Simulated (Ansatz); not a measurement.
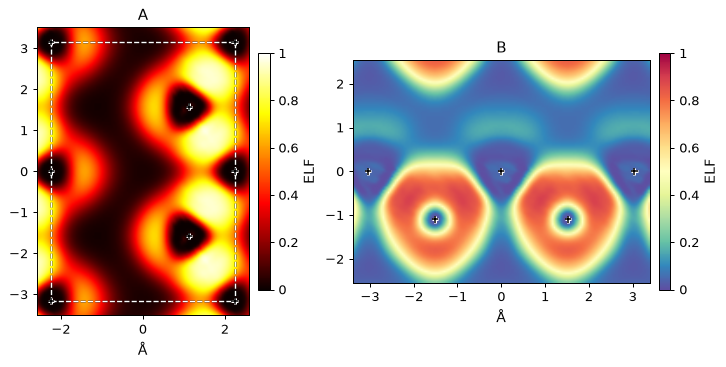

The ELF of 2 systems, each on a plane through atoms (crosses mark nuclei in the plane).

Level of theory: DFT, LDA, PAW with Ansatz's default frozen-core files, scalar-relativistic; relaxation of cell and atoms (Ansatz 0.2.0).

System 1: AlN, the (010) plane of the conventional cell. Space group I-4m2; a structure from a database of computed crystals, not necessarily the ambient phase; changed on purpose from its base cell (in-plane strain -0.01, out-of-plane length and atoms relaxed by PAW).

```
Al N
1.0
     2.14943   -2.14943    0.00000
     2.14943    2.14943    0.00000
     0.00000    0.00000    4.38895
Al N
2 2
Cartesian
  2.1494 0.0000 2.1945
  0.0000 0.0000 0.0000
  1.0747 -1.0747 3.2917
  1.0747 1.0747 1.0972
```

System 2: BP, the (011) plane of the conventional cell. Space group F-43m.

```
CELL_PARAMETERS angstrom
4.47397 0.00000 0.00000
0.00000 0.00000 -4.47397
0.00000 4.47397 0.00000
ATOMIC_POSITIONS crystal
B 0.50000 0.50000 0.00000
B 0.00000 0.50000 0.50000
B 0.00000 0.00000 0.00000
B 0.50000 0.00000 0.50000
P 0.75000 0.75000 0.25000
P 0.25000 0.75000 0.75000
P 0.25000 0.25000 0.25000
P 0.75000 0.25000 0.75000
```

Question: Which map belongs to which system?

Answer: Panel A is system 2, BP: the plane holds B and P. B–P (1.94 Å): the ELF peaks at about 1 between the atoms (a shared electron pair). Panel B is system 1, AlN: the plane holds Al and N. Al–N (1.87 Å): the ELF peaks at about 0.90 between the atoms: a shared but strongly polarised pair.
